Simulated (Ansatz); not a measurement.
## Electronic structure of AlN in real space

```xyz
4
Lattice="-2.1269 2.1269 0.0000 2.2429 2.2429 0.0000 0.0000 0.0000 -4.3698" Properties=species:S:1:pos:R:3 pbc="T T T"
Al    0.0580    2.1849   -2.2000
Al    0.0000    0.0000   -0.0152
N    -1.0634    1.0634   -3.2622
N     1.1214    1.1214   -1.0773
```

Space group Imm2; a structure from a database of computed crystals, not necessarily the ambient phase; started from the database structure prototype, which need not be the ambient phase; changed on purpose from its base cell (shear xy strain +5.3%).

These are results of DFT, HSE06, plane waves, PAW (Ansatz 0.2.0), not measurements.

The density is the valence pseudo-density of a PAW calculation; it isn't the true density close to the nuclei.

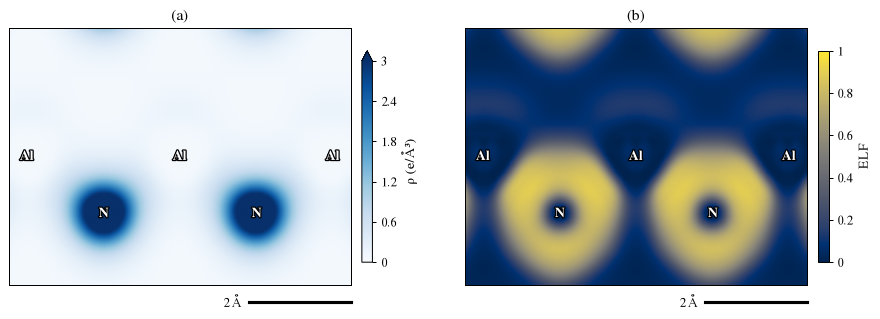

Figure 1. (a) valence electron density; (b) electron localisation function on the (010) plane of the conventional cell.

Q: Describe what can be read from this map.

A: The section cuts through Al and N sites. Al–N (1.88 Å): ρ at the midpoint is about 0.71 e/Å³; the ELF peaks at about 0.90 in the valence shell of N, 0.8 Å from its nucleus, and is about 0.85 at the midpoint. Between the atoms the lowest density in this plane is 0.05 e/Å³.

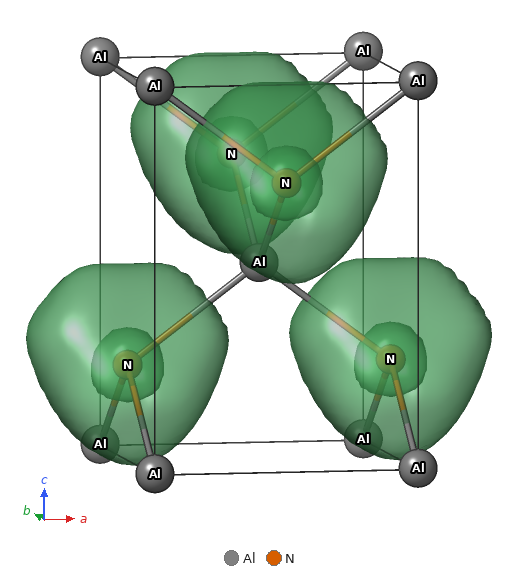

Figure 2. Isosurface of the electron localisation function at 0.65 (green), seen slightly off an axis. Only the valence region is drawn (cores and ρ < 0.01 e/Å³ removed). Sticks mark near contacts.

Q: Identify the bonds, lone pairs and shells in this picture.

A: At this value the surface marks out two regions on N in which the atom's valence shell and bonds are merged, counted in one cell of 4 atoms. Any copies at cell faces, edges or corners count once.

Q: Does the calculation give a band gap?

A: It is gapped, with a Kohn–Sham gap of 4.2 eV on the k-point mesh, an upper bound to the gap of this method.
